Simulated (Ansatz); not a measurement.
A periodic structure is given below.

```
Al
1.0
     3.18677    0.00538   -0.00220
     0.00538    3.17365    0.01591
    -0.00220    0.01591    3.18250
Al
2
Direct
  0.00000 0.00000 0.00000
  0.50000 0.50000 0.50000
```

Question: Describe what this structure looks like.

Answer: The element is aluminium. Strictly the space group is C2/m (No. 12, within 0.01 Å). It is a distorted form of a body-centred cubic structure, space group Im-3m (No. 229) within 0.25 Å: body-centred cubic (W type). The cell holds two atoms. The coordination shell of Al holds eight Al in a cubic arrangement at 2.74 to 2.77 Å. The bonds build a three-dimensional framework.

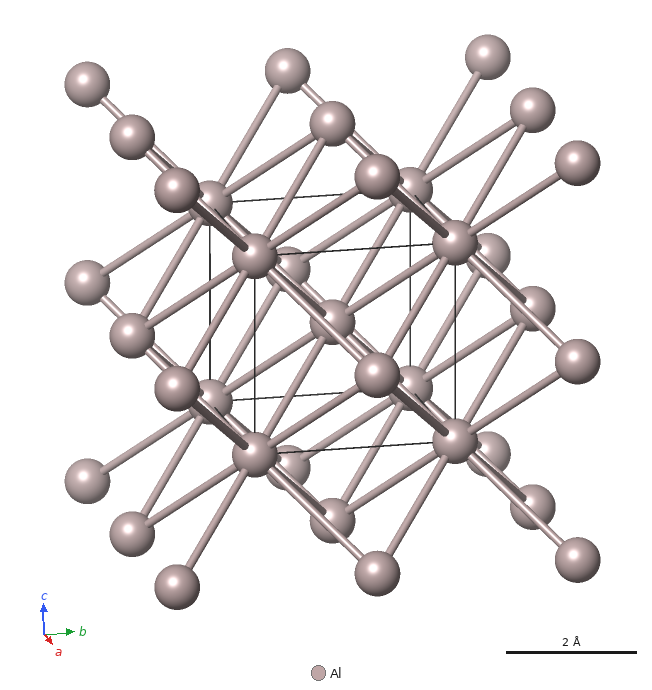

The image is a ball-and-stick drawing of a crystal, viewed slightly off an axis. The drawn cell (a repeat of the simulation cell) is drawn as a box. Bonded atoms from the next cells complete the picture. Colours: aluminium light grey.

The structure comes from a structure listed in the Materials Project. The cell was then strained or its atoms displaced on purpose. A calculation with Ansatz used it as input.
